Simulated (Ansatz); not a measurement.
Consider SiO2.

```
CELL_PARAMETERS angstrom
8.94408 0.00000 0.00000
0.00000 8.94408 0.00000
0.00000 0.00000 5.22354
ATOMIC_POSITIONS crystal
Si 0.32311 0.32311 0.50000
Si 0.82311 0.82311 0.00000
Si 0.82311 0.17689 0.00000
Si 0.32311 0.67689 0.50000
Si 0.17689 0.82311 0.00000
Si 0.67689 0.32311 0.50000
Si 0.17689 0.17689 0.00000
Si 0.67689 0.67689 0.50000
O 0.79145 0.00000 0.00000
O 0.29145 0.50000 0.50000
O 0.00000 0.20855 0.00000
O 0.50000 0.70855 0.50000
O 0.00000 0.79145 0.00000
O 0.50000 0.29145 0.50000
O 0.20855 0.00000 0.00000
O 0.70855 0.50000 0.50000
O 0.25000 0.25000 0.75000
O 0.75000 0.75000 0.25000
O 0.75000 0.25000 0.25000
O 0.25000 0.75000 0.75000
O 0.25000 0.75000 0.25000
O 0.75000 0.25000 0.75000
O 0.25000 0.25000 0.25000
O 0.75000 0.75000 0.75000
```

Space group I4/mmm; a structure from a database of computed crystals, not necessarily the ambient phase.

These are results of Kohn-Sham DFT of a periodic cell, r2SCAN, Ansatz PAW in Ansatz 0.2.0, not measurements.

**Predict the valence pseudo-density and electron localisation function between the atoms.**

Si–O (1.60 Å): ρ is about 1.3 e/Å³ halfway; the ELF peaks at about 0.85 between the atoms (a polar covalent bond).

**Metal or insulator at this level of theory?**

It is gapped, with a Kohn–Sham gap of 6.1 eV on the k-point mesh (the band edges may lie off the mesh, which would make the gap smaller).

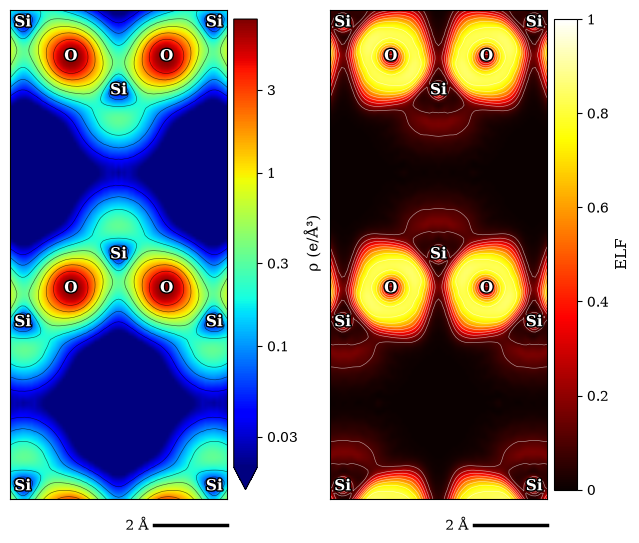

Computed valence pseudo-density and electron localisation function on the (110) plane of the conventional cell, in this order. 
